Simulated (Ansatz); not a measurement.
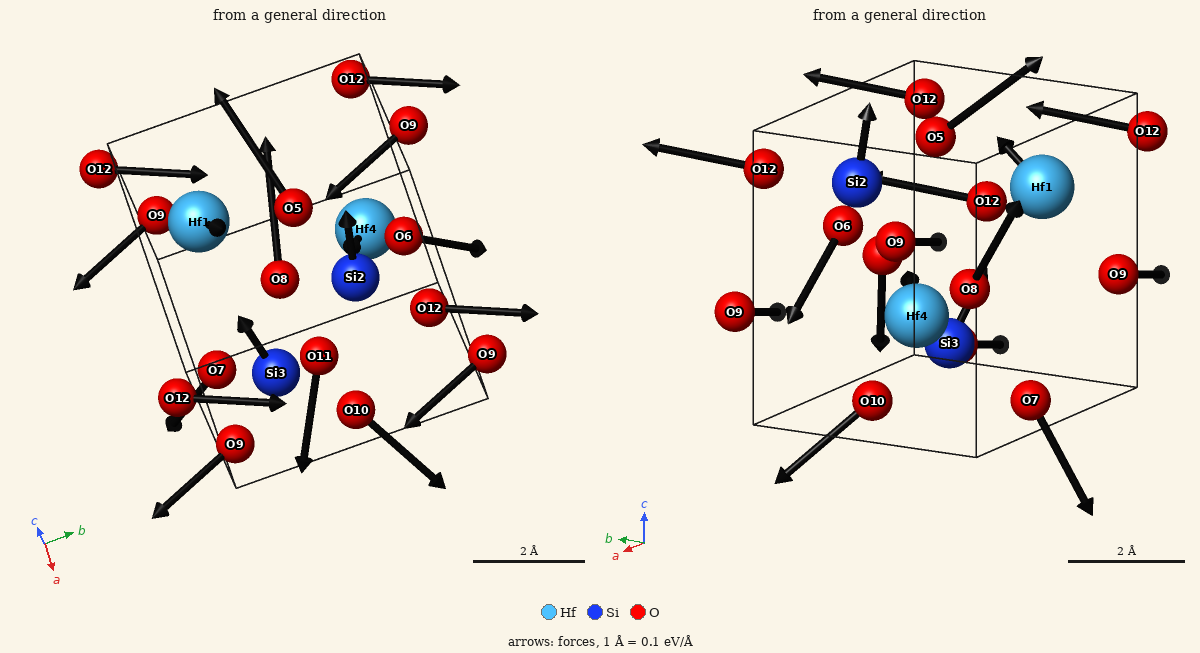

Drawn in the spheres-only manner and seen from two general directions. The simulation cell is drawn as a box. The arrows are the computed forces on the atoms.

System: HfSiO₄. Calculation details: DFT, PBE, plane waves, PAW (Ansatz); a basis cut at 420 eV, a 6×6×6 k-point grid, Fermi-Dirac smearing of 0.02 eV, no spin polarisation.

**Has this structure been optimised to equilibrium?**

No. The atoms still feel forces of up to about 0.23 eV/Å, far above a usual threshold of 0.01 to 0.03 eV/Å.

Provenance: a structure type filled with these elements by a generator (whether the compound takes this form wasn't checked). Earlier steps of the study may have refined or changed the cell and positions. It went into a calculation with Ansatz.
